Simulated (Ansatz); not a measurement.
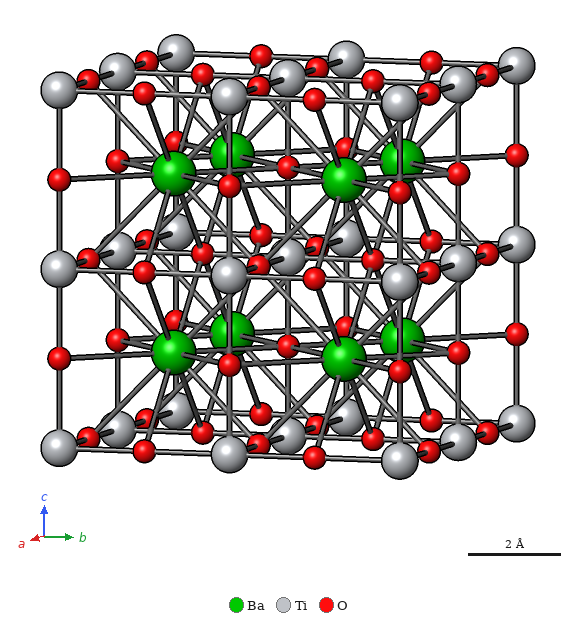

**Figure 1.** The structure (ball-and-stick view of the cell of the calculation, repeated 2 × 2 × 2, seen slightly off an axis). An atom can appear more than once, as a periodic image.

BaTiO₃: single-point calculation

BaTiO₃ (5 atoms in the cell), computed with DFT, PBE, plane waves, PAW, no spin polarisation (Ansatz 0.2.0).

The structure derives from an entry of the Crystallography Open Database. The geometry comes from this level: r2SCAN (a point of a series of volumes). It belongs to a series of runs on one base structure; here: volume -4%.

Output
```
Warning: basis.ecutwfc = 260 eV is below the records' recommended 420 eV, and the density's cutoff is lower with it unless basis.ecutrho_ratio is high enough to keep the records' density cutoff: compare with a run at a higher cutoff
scf.n_extra_bands = 5 over 20 filled bands (N_el = 40.0): the run solves 25 bands
Engine: ansatz 0.2.0, x86_64-unknown-linux-gnu
Pseudopotentials: kind: paw
Pseudopotential: Ba, paw, valence charge 10, recommended cutoff 420 eV (normal), Ba.paw.azcp
Pseudopotential: Ti, paw, valence charge 12, recommended cutoff 420 eV (normal), Ti.paw.azcp
Pseudopotential: O, paw, valence charge 6, recommended cutoff 420 eV (normal), O.paw.azcp
Functional definition: PBE
  parameter kappa = 0.804
  parameter beta = 0.06672455060314922
  exchange = pbe_x(kappa = kappa, mu = beta*pi^2/3)
  correlation = pbe_c(beta = beta)
Crystal: 5 atoms, lattice volume = 61.168 Å³
Basis set: ecut = 260 eV, 587 PW (Γ), exchange–correlation on 48×48×48 points (8 copies of the dense FFT grid, shifted against one another)
Bands: 25, of which v1, the nominal top of the filled ones, is band 20 counted from 1 (19 counted from 0)
Symmetry: 48 space group operations
Space group: Pm-3m (ITA 221), of the structure as read, at distance tolerance 3.9e-5 Å
k-points: 4 of 8
Non-local potential: Ba, projectors of the file, l = 0: 3, l = 1: 2, l = 2: 2, l = 3: 2
Non-local potential: Ti, projectors of the file, l = 0: 3, l = 1: 2, l = 2: 3, l = 3: 1
Non-local potential: O, projectors of the file, l = 0: 2, l = 1: 2, l = 2: 1
PAW form: soft (Blöchl's): semilocal exchange-correlation on the pseudo side does not see the compensation charge
PAW one-centre angular grid: Ba, 194 points (default); XC on 64 Gauss nodes
PAW one-centre angular grid: Ti, 590 points (default); XC on 64 Gauss nodes
PAW one-centre angular grid: O, 110 points (default); XC on 64 Gauss nodes
Initial density: superposition of atomic densities (neutral atoms: chi_scale 0, normalization atom), corrected by the library's trained network
Initial wavefunctions: pseudopotential atomic-orbital guess
Functional: x = pbe(κ = 0.804, μ = 0.2195149727645171), c = pbe(β = 0.06672455060314922)
SCF iter   1: F=—  HF=-10154.089597 eV  |F-HF|=—  |Δ(HF+E_count)|=         —  Δρ=3.85e-2  dr2=2.71e-1  ethr=1.77e-3  ⟨swp⟩=6.5  Hψ=491  notcnv=0
preconditioner: auto → Resta (q_TF=auto, 2.542 Å⁻¹)  ε∞=5.9  [insulator: Δε(μ)=1.753 eV  Ē_g=12.097 eV  σ=0.020 eV  W_gap=1.00  n_scr=18 (ndim 8)  ℏωp=26.9 eV  f_vac=0.000  D(μ)=0.00/eV (n_scr^D=0)  ε∞_Penn≈5.9]
SCF iter   2: F=—  HF=-10154.019280 eV  |F-HF|=—  |Δ(HF+E_count)|=   7.03e-2  Δρ=1.66e-2  dr2=5.71e-2  ethr=6.79e-4  ⟨swp⟩=2.0  Hψ=184  notcnv=0  defer=4
SCF iter   3: F=—  HF=-10154.022367 eV  |F-HF|=—  |Δ(HF+E_count)|=   3.09e-3  Δρ=4.30e-3  dr2=5.04e-3  ethr=1.43e-4  ⟨swp⟩=2.2  Hψ=188  notcnv=0  defer=4
SCF iter   4: F=—  HF=-10154.023102 eV  |F-HF|=—  |Δ(HF+E_count)|=   7.35e-4  Δρ=2.69e-4  dr2=3.28e-5  ethr=1.26e-5  ⟨swp⟩=2.2  Hψ=150  notcnv=0  defer=4
SCF iter   5: F=—  HF=-10154.020111 eV  |F-HF|=—  |Δ(HF+E_count)|=   2.99e-3  Δρ=6.45e-5  dr2=2.97e-6  ethr=8.21e-8  ⟨swp⟩=2.2  Hψ=165  notcnv=0  defer=4
SCF iter   6: F=—  HF=-10154.020112 eV  |F-HF|=—  |Δ(HF+E_count)|=   5.35e-7  Δρ=1.87e-5  dr2=1.54e-7  ethr=7.42e-9  ⟨swp⟩=2.0  Hψ=150  notcnv=0  defer=4
SCF iter   7: F=-10154.020112 eV  HF=-10154.020112 eV  |F-HF|=3.72e-9  |Δ(HF+E_count)|=   3.25e-8  Δρ=3.87e-6  dr2=5.21e-9  ethr=2.50e-10  ⟨swp⟩=8.0  Hψ=383  notcnv=0
SCF 1 converged in 7 iterations: F = -10154.020112 eV  dr2 = 5.21e-9
  greatest PAW one-centre occupation: 1.016 electrons in one spin orbital (limit 2), on the Ti atom at site 1 (counted from 0), in its partial waves of l = 1
```

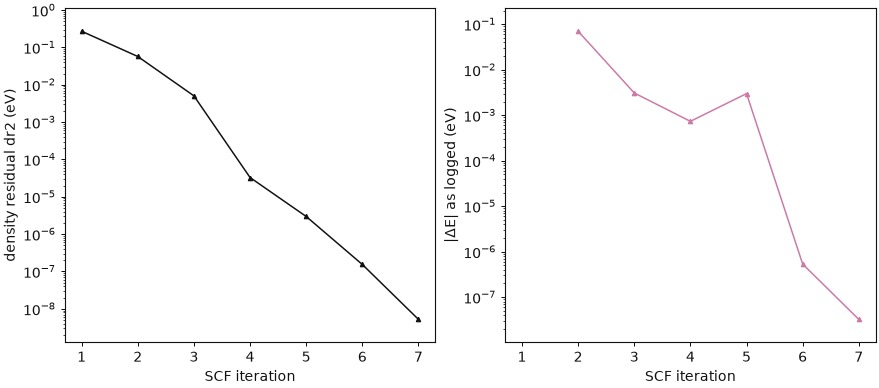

**Figure 2.** Convergence of the self-consistent field: density residual dr2 and size of the energy change against the SCF iteration. The residual falls at every step.

```
SCF converged after 7 iterations
Free energy (F): -10154.020112 eV
Harris-Foulkes:  -10154.020112 eV  (|F-HF|=3.72e-9)
Internal energy: -10154.020112 eV  (E = F + TS)
E sigma→0 (E₀):  -10154.020112 eV
Fermi energy:    11.856816 eV
--- Per-component energies (eV) ---
  E_band       = -115.929944
  E_kinetic    = 996.404219
  E_local      = -2028.268613  (includes V_loc(G=0)·N_el)
  E_nonlocal   = 186.637961
  E_hartree    = 795.662214
  E_xc         = -498.638672
  E_vxc        = -555.505780  (∫ρ·V_xc dr)
  E_paw        = -6740.323755  (= ΣΔE_a)
  E_vpaw       = -306.563300  (= ΣTr[D̂ρ^β])
  E_aug_tail   = 0.040923  (compensation charges beyond the density's cutoff)
  E_ewald      = -2865.534390
  E_smearing   = -0.000000  (= −TS)
  E_closure    = -0.000000  (closes the sum)
  Σ components = -10154.020112   (vs F -10154.020112, Δ=0.00e0)
--- Forces (eV/Å), atoms counted from 1 ---
  atom   1  Ba     0.00000000    -0.00000000     0.00000000
  atom   2  Ti    -0.00000000    -0.00000000     0.00000000
  atom   3  O     -0.00000000    -0.00000000    -0.00000000
  atom   4  O     -0.00000000    -0.00000000     0.00000000
  atom   5  O      0.00000000    -0.00000000    -0.00000000
  max |Σ_I F_I| component: 2.27e-24 eV/Å
--- Stress (GPa, compression-positive) ---
        9.686095      -0.000000       0.000000
        0.000000       9.686095       0.000000
        0.000000       0.000000       9.686095
  P = ⅓ Tr σ = 9.6861 GPa (96.861 kbar)
--- Band table (eV) ---
  k-point 0: bands = ["-46.0697", "-22.2024", "-22.2024", "-22.2024", "-13.4980", "-6.0825", "-5.4471", "-5.4471", "1.3003", "1.3003", "1.3003", "8.7922", "8.7922", "8.7922", "9.8804", "9.8804", "9.8804", "11.1007", "11.1007", "11.1007", "12.6117", "12.6117", "12.6117", "14.9349", "14.9349"]
  k-point 1: bands = ["-46.0686", "-22.2823", "-22.2012", "-22.2012", "-13.3368", "-6.4077", "-5.4052", "-5.0722", "1.4974", "1.4974", "1.7847", "6.8915", "8.2704", "8.2704", "9.0456", "9.1326", "9.1360", "9.1360", "10.3684", "10.3684", "12.7406", "14.5721", "14.5721", "14.9491", "17.1425"]
  k-point 2: bands = ["-46.0672", "-22.2678", "-22.2678", "-22.1744", "-13.2371", "-5.7855", "-5.3505", "-5.3505", "1.2569", "1.2569", "1.7646", "6.6410", "6.8944", "7.0382", "8.2511", "8.2511", "9.4123", "10.3069", "10.3069", "11.0249", "14.5955", "14.5955", "14.8891", "15.9318", "18.8973"]
  k-point 3: bands = ["-46.0702", "-22.2910", "-22.2910", "-22.2910", "-13.1589", "-5.1695", "-5.1695", "-5.1695", "0.4493", "0.4493", "0.4493", "6.4164", "6.9861", "6.9861", "8.6641", "8.6641", "8.6641", "11.0364", "11.0364", "11.0364", "15.1081", "15.1081", "15.1081", "18.0337", "18.0337"]
```

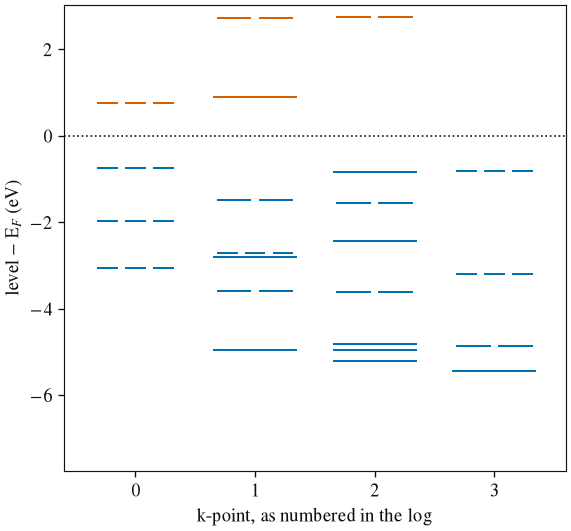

**Figure 3.** Kohn–Sham levels near the Fermi level (dotted) at the few k-points that the log prints; levels within 0.02 eV of each other stand side by side. Among these points the highest filled and lowest empty levels are 1.51 eV apart, which is the gap on the mesh.

The run was set up as follows.

The input
```yaml
crystal:
  lattice:
    - [3.9401150761, 0.0, 0.0]
    - [0.0, 3.9401150761, 0.0]
    - [0.0, 0.0, 3.9401150761]
  atoms:
    - { symbol: Ba, position: [0.5, 0.5, 0.5] }
    - { symbol: Ti, position: [0.0, 0.0, 0.0] }
    - { symbol: O, position: [0.5, 0.0, 0.0] }
    - { symbol: O, position: [0.0, 0.5, 0.0] }
    - { symbol: O, position: [0.0, 0.0, 0.5] }
kpoints:
  mp_grid: { grid: [2, 2, 2] }
hamiltonian:
  xc: pbe
scf:
  occupations: { method: fermi_dirac, width: 0.02 }
  n_extra_bands: 5
output:
  forces: true
  stress: true
  eigenvalues: true
basis:
  ecutwfc: 260
```

Launch command:
```bash
ansatz run input.yaml --threads 2 --pin off --max-ram 3686MiB --backend cpu --events-out ev --progress --plain --runs-dir out
```

Results in brief

| quantity | value |
| --- | --- |
| outcome | converged |
| space group (tolerance 0.01 Å) | Pm-3m (221) |
| electrons treated | 40 |
| free energy | −10154.0201 eV |
| Fermi energy | 11.857 eV |
| gap on the k-point mesh | 1.51 eV |
| pressure | 9.69 GPa |
| largest force (length of the vector) | under 0.001 eV/Å |
| hardware | 2 threads of AMD EPYC (Zen 3), 32 GiB of memory available, shared host |
| peak memory | 0.34 GiB |

Remarks

The program warns: the cutoff is below the recommended one. So coarse a mesh can miss the band edges, so the true gap of this method can be much smaller, or zero. The k-point mesh is coarse for a cell of this size, so the results may not be converged.
